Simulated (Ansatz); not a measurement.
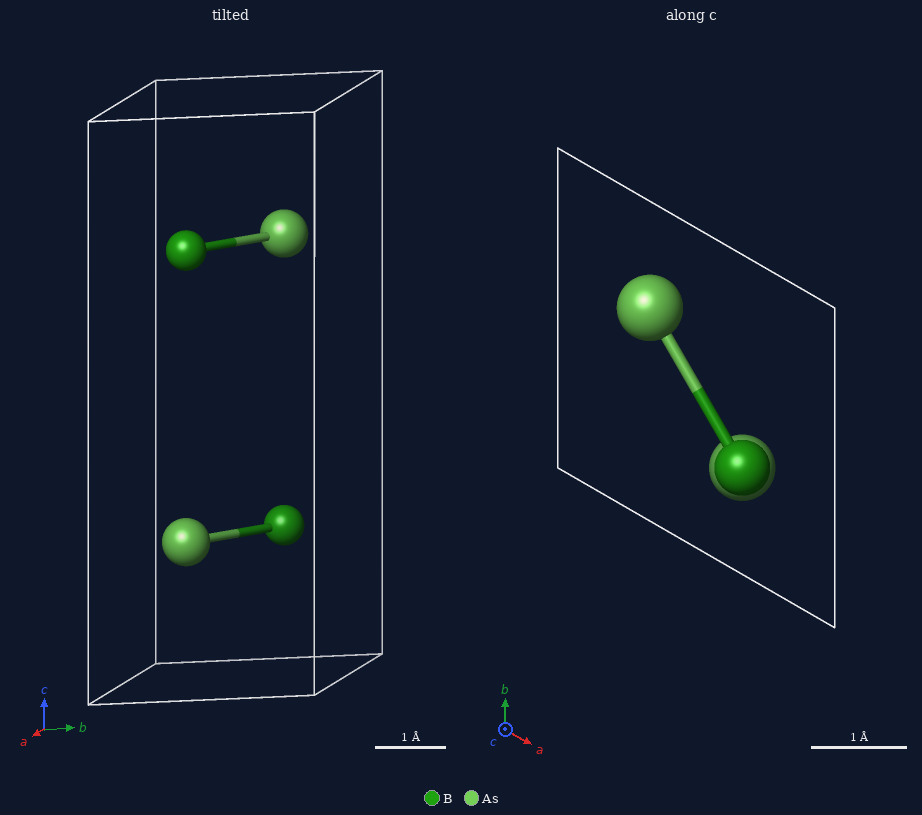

The structure above is drawn in ball-and-stick style and viewed slightly off an axis and along the c axis. The conventional unit cell is outlined; an atom on or near a face, edge or corner is repeated at each equivalent position.

BAs, space group P6_3/mmc (No. 194), a = 3.366 Å, b = 3.366 Å, c = 8.598 Å, α = 90.00°, β = 90.00°, γ = 120.00°. Provenance: a structure type filled with these elements by a generator (whether the compound takes this form wasn't checked). The cell was then strained or its atoms displaced on purpose. It went into a calculation with Ansatz.

This one geometry was computed with Ansatz (DFT, plane waves, PAW) at three levels of theory: HSE06, r2SCAN and PBE. It was relaxed with r2SCAN and then strained.

Which level gives the highest pressure at this volume, and what does that say about its equilibrium volume?

Answer. Highest: PBE (1.6 GPa), which points to the largest equilibrium volume. Lowest, with the smallest volume: HSE06 (-0.1 GPa) and r2SCAN (0.0 GPa). Levels within 0.5 GPa of each other can't be told apart.

How does the band gap change with the level of theory?

Answer. PBE: a gap of 0.67 eV, indirect; r2SCAN: a gap of 0.89 eV, indirect; HSE06: a gap of 1.07 eV, indirect.

Collect the results in a table.

Answer.
| level | cutoff (eV) | k-mesh of the run's cell | gap (eV) | pressure (GPa) |
| --- | --- | --- | --- | --- |
| HSE06 | 420 | 6×6×2 | 1.07 | -0.1 |
| r2SCAN | 500 | 12×12×4 | 0.89 | 0.0 |
| PBE | 420 | 12×12×4 | 0.67 | 1.6 |

Gaps are taken on the k-mesh or band path of each run.
